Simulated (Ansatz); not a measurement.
```
Ga N H
1.0
     0.00000    5.57438   -5.24317
     4.82756   -2.78719   -5.24317
    -4.82756   -2.78719   -5.24317
Ga N H
18 18 1
Cartesian
  -0.0036 3.7094 -7.8855
  3.2106 -1.8586 -7.8855
  -1.6187 0.9305 -13.1018
  1.5931 0.9202 -7.8648
  -3.2182 -1.8583 -7.8856
  1.6113 0.9306 -13.1030
  -0.0039 -1.8664 -13.1030
  -0.0038 -1.8472 -7.8649
  -1.6014 0.9203 -7.8654
  3.2305 1.8652 -10.4925
  1.6018 -0.9294 -5.2518
  -3.2363 1.8643 -10.4929
  -0.0035 1.8524 -5.2518
  -0.0035 -3.7360 -10.4928
  -0.0031 1.8555 -10.4955
  -1.6121 -0.9306 -10.4956
  -1.6094 -0.9299 -5.2527
  1.6051 -0.9307 -10.4954
  -0.0034 3.6894 -5.9217
  3.1934 -1.8473 -5.9223
  -1.6180 0.9304 -11.1323
  1.6041 0.9260 -5.8920
  -3.2014 -1.8477 -5.9219
  1.6121 0.9304 -11.1323
  -0.0034 -1.8672 -11.1327
  -0.0036 -1.8586 -5.8927
  -1.6114 0.9260 -5.8919
  -1.6138 -0.9319 -3.2797
  1.6020 -0.9292 -8.5242
  1.6065 -0.9319 -3.2791
  -0.0037 1.8517 -8.5236
  -0.0040 1.8575 -3.2794
  -0.0036 -3.7021 -8.4962
  3.2007 1.8475 -8.4948
  -1.6094 -0.9293 -8.5239
  -3.2088 1.8477 -8.4952
  -0.0057 -0.0039 -14.8793
```

Spin-polarised.

All numbers below come from DFT PBE, scalar-relativistic, plane waves, PAW in Ansatz.

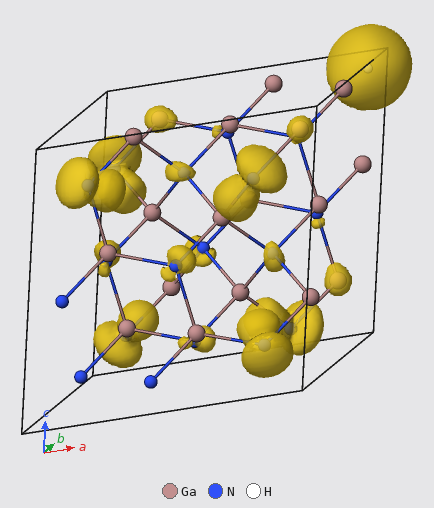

Ga18HN18 (cell with a defect). Isosurface of the spin density at +0.008 e/Å³ (yellow), seen slightly off an axis. Sticks mark near contacts.

### Which atoms carry the moments, and with what signs?

The spin density sits on H: +0.5 μB in one cell of 37 atoms, with smaller moments on other sites: N (up to +0.05 μB): with much of the spin spread outside that site. The cell of the calculation (37 atoms) carries 1.0 μB of net spin moment.
